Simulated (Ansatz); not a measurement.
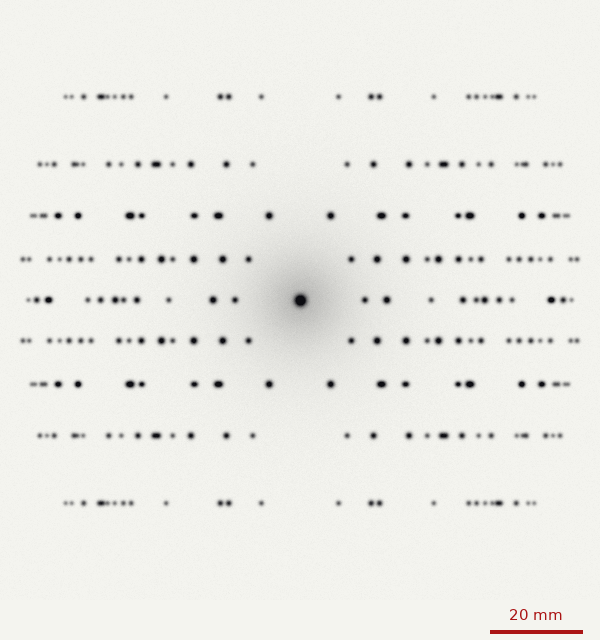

Simulated X-ray rotation photograph: Mo Kα radiation (λ = 0.7107 Å), cylindrical film of radius 57.3 mm unrolled, rotation axis vertical and normal to the beam, kinematic intensities without Lorentz or polarisation factors, the film spanning ±63° about the beam; spots down to d = 0.70 Å.

Question: What lattice repeat along the rotation axis do the layer lines give?

Answer: The first layer line lies 8.9 mm from the equator, so tan ν = 0.156, sin ν = 0.154 and the period is λ/sin ν = 4.62 Å. Further lines follow at 18.5, 29.8, 44.7 mm.

The crystal is P, space group P6_3/mmc (No. 194), a = 3.301 Å, c = 3.239 Å (hexagonal axes). Structure: the input geometry of an electronic-structure calculation (not necessarily at equilibrium); the starting structure was generated, so it need not be a known form of this composition.

Question: About which axis was it rotated?

Answer: About [101] (or an equivalent direction), whose length in the conventional cell is 4.625 Å.
